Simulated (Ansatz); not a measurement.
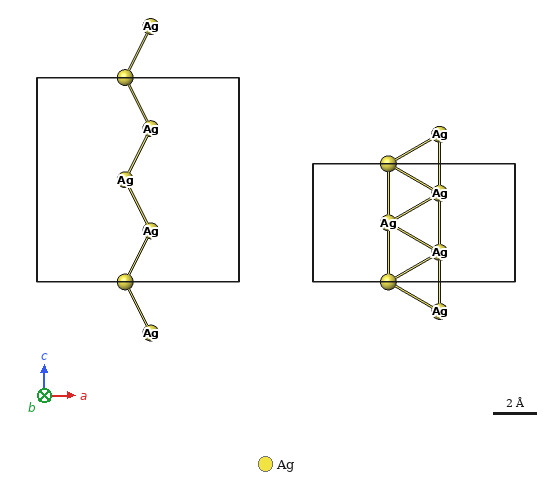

Two geometries of a wire of composition Ag, drawn at one scale. One is the start of a relaxation, the other its converged end. A ball-and-stick model of the 2 repeat of the cell, with the vacuum cut short, seen along the b axis.

Theory: Ansatz, DFT PBE, scalar-relativistic, plane waves, PAW. Settings: plane-wave cutoff 420 eV; k-point mesh 1 × 1 × 14; occupations gaussian; smearing width 0.05 eV; collinear spin; cell relaxed at fixed a, b, alpha, beta, gamma; force threshold 0.01 eV/Å; at most 45 steps.

### Which one is relaxed?

The right one is the relaxed one. Case: zigzag chain of atoms. After 12 accepted moves (14 points after the start) the energy has fallen by 0.614 eV per cell of the calculation. The largest force component goes from 0.034 to 0.00036 eV/Å. The line search rejected the trial step at point 10 of the run. The SCF was repeated once at an unchanged geometry on a basis and grid sized afresh for the cell, which shifted the energy by 3.1 meV per cell of the calculation at most. The largest moves relative to the layer's centre, 0.60 Å, are those of Ag atoms. Along the periodic axis the drawn cell goes c 9.507 → 5.495 Å (−42.2 %). Some distances before and after: Ag–Ag 4.753 → 2.748 Å, Ag–Ag 2.657 → 2.750 Å. New bonds form: Ag–Ag (4.75 → 2.75 Å). Among the angles between lasting bonds that change: Ag–Ag–Ag 126.9° → 60.0°. The program noted that the starting moments weren't kept. The run may lie on a higher electronic state than the lowest, so the end point isn't shown to be the ground-state structure. The run took 120 s on 2 threads of Arm Neoverse V2, with other jobs on the host, peak memory 0.65 GiB.

Limits of the set-up: the k-point mesh is coarse for a cell with partly filled bands.
